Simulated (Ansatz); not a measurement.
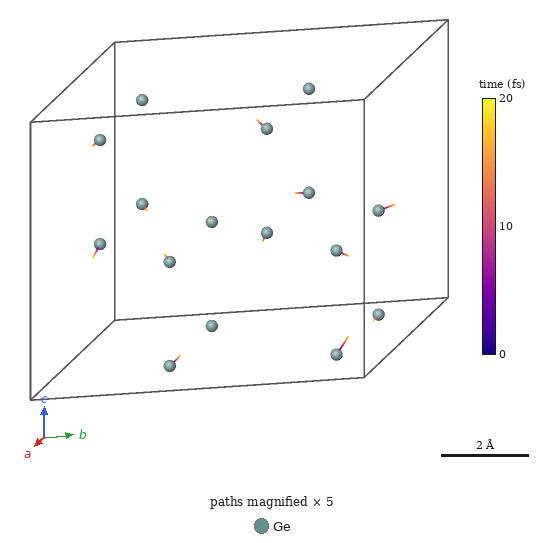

First-principles dynamics of a 16-atom cell of Ge (built on the lonsdaleite (2H) type), 20 fs long. Lines trace each atom's path, coloured by time; spheres stand at the starting positions. The excursions are magnified 5 times. Seen slightly off an axis in the simulation cell.

Theory: DFT, PBE, plane waves, PAW (Ansatz). Run with plane-wave cutoff 420 eV; k-point mesh 3 × 3 × 2; Fermi-Dirac smearing 0.039 eV; Nosé-Hoover thermostat (NVT); set temperature 450 K; time step 1 fs.

### Describe the motion.

In the second half of the run the atoms are, in the root-mean-square, this far from where they began (common drift taken out): Ge 0.05 Å. The run lasts only 20 fs, too short to tell vibration from diffusion. The mean temperature in the second half is 316 K (standard deviation 46 K). The temperature is still falling (416 K in the second quarter, 272 K in the last), so the run isn't equilibrated. The potential energy is still drifting at the end, so the run hasn't reached equilibrium. The potential energy in the second half lies on average 16.3 meV per atom above the first frame.
